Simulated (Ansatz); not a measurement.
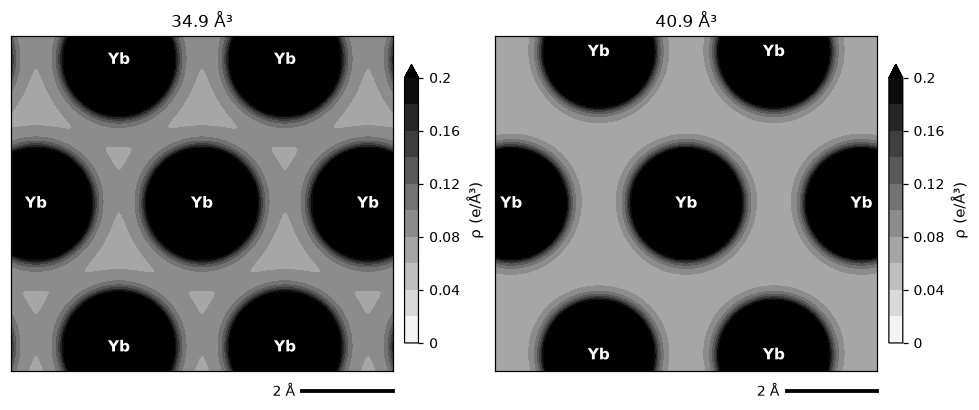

Yb. The valence pseudo-density of cells scaled evenly to different volumes (given per atom above each panel), on the (001) plane of each (indices in the axes of the cell below), at one length scale and on one colour scale.

A generated structure, not necessarily the stable one; computed without spin polarisation; no Hubbard U on the f states and no spin–orbit coupling.

The calculation used DFT, revPBE, plane waves (420 eV) with PAW, scalar-relativistic in Ansatz 0.2.0.

Core electrons are frozen (PAW), and the valence fields are smoothed inside the atomic spheres.

The largest cell:

```
Yb
1.0
    -2.13443    2.59168    1.90224
     2.59168   -2.13443    1.90224
     4.42267    4.42267   -1.06478
Yb
2
Direct
  0.04127 0.95873 0.00000
  0.70873 0.29127 0.50000
```

| volume (Å³/atom) | Yb–Yb contact in the plane (Å) | ρ at its midpoint (e/Å³) | pressure (GPa) | 
| --- | --- | --- | --- |
| 34.85 | 3.658 | 0.081 | 1.6 | 
| 39.40 | 3.811 | ? | ? | 
| 40.91 | 3.859 | 0.066 | −1.1 | 

Estimate the missing row, and compare with the calculation.

Answer. Over the known rows ln ρ falls by 1.02 per Å of Yb–Yb distance (the line through the two), which gives 0.069 e/Å³ at 3.811 Å; the calculation gives 0.069 e/Å³. For the pressure, a straight line in volume between the neighbouring rows gives −0.4 GPa; the calculation gives −0.6.
